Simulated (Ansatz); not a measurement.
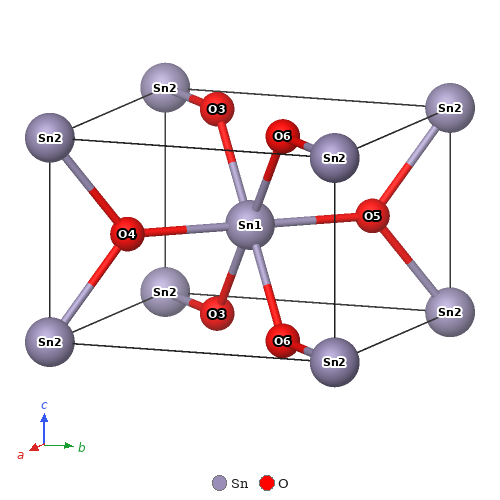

The system is SnO₂ (P4_2/mnm, No. 136; 6 atoms in the cell); the picture shows the reference structure. The energy is mapped over volume and the cell's shape. Coordinates scanned: (1) volume per atom; (2) stretch along a over the lengths across it, relative to the relaxed cell. Relaxed at each point: the atoms inside the fixed cell. The grid has 5 × 5 points. Points are written as (first, second). All energies are given in meV/atom relative to the lowest grid point. Computed with DFT LDA, scalar-relativistic, plane waves, PAW in Ansatz. Settings: cutoff 520 eV, k-mesh 6×6×10 in the order of the run's cell vectors, gaussian smearing 0.05 eV, no spin polarisation.

Its coordinates:

```
CELL_PARAMETERS angstrom
4.72013 0.00000 0.00000
0.00000 4.72063 0.00000
0.00000 0.00000 3.18882
ATOMIC_POSITIONS crystal
Sn 0.50000 0.50000 0.50000
Sn 0.00000 0.00000 0.00000
O 0.30599 0.30617 0.00000
O 0.80599 0.19383 0.50000
O 0.19401 0.80617 0.50000
O 0.69401 0.69383 0.00000
```

The input of one point:

```yaml
crystal:
  lattice:
    - [4.7201335214, 0.0, 0.0]
    - [0.0, 4.7206343117, 0.0]
    - [0.0, 0.0, 3.1888226872]
  atoms:
    - { symbol: Sn, position: [0.5, 0.5, 0.5] }
    - { symbol: Sn, position: [0.0, 0.0, 0.0] }
    - { symbol: O, position: [0.3059920358, 0.3061675029, 0.0] }
    - { symbol: O, position: [0.8059920358, 0.1938324971, 0.5] }
    - { symbol: O, position: [0.1940079642, 0.8061675029, 0.5] }
    - { symbol: O, position: [0.6940079642, 0.6938324971, 0.0] }
basis:
  ecutwfc: 520.0
kpoints:
  mp_grid: { grid: [6, 6, 10] }
hamiltonian:
  xc: lda
  pseudopotentials: { kind: paw, azcp: { folder: soft_1 } }
scf:
  occupations: { method: gaussian, width: 0.05 }
output:
  forces: true
  stress: true
  eigenvalues: true
  write_density: true
  write_potential: true
  elf: true
  volumetric_format: npy
relax:
  adjacent_minimum: "off"
  f_tol: 0.01
  max_steps: 30
```

Range: volume per atom from 9.95 to 13.74 Å³; stretch along a over the lengths across it, relative to the relaxed cell from 0.886 to 1.128.

Predict the map.

Answer. The lowest grid point is at (11.84 Å³, 1.000). It is the only kind of minimum in the scanned range. The highest grid point, (9.95 Å³, 1.128), lies 281 meV/atom above the lowest. Round the minimum the two coordinates are weakly coupled (coupling −0.13 in units of the two stiffnesses).

| second ↓, first → | 9.95 | 10.89 | 11.84 | 12.79 | 13.74 |
| --- | --- | --- | --- | --- | --- |
| 1.128 | 281 | 96 | 41 | 73 | 163 |
| 1.062 | 250 | 66 | 10 | 47 | 146 |
| 1.000 | 235 | 59 | 0 | 43 | 149 |
| 0.942 | 231 | 55 | 9 | 59 | 171 |
| 0.886 | 243 | 73 | 37 | 94 | 211 |

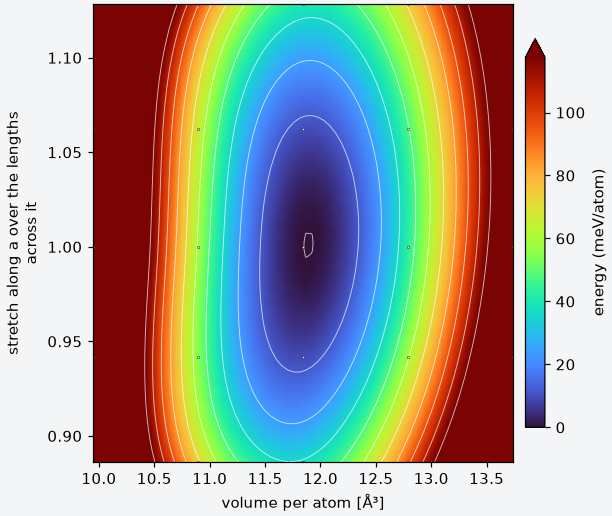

The picture shows a smooth colour map with a few white contour lines, dots at the grid points, one colour for all values above the top of the scale. Between grid points the surface is interpolated.

Time for the 25 points that were run: 29 min on 2 threads of Arm Neoverse N1, on a shared host.
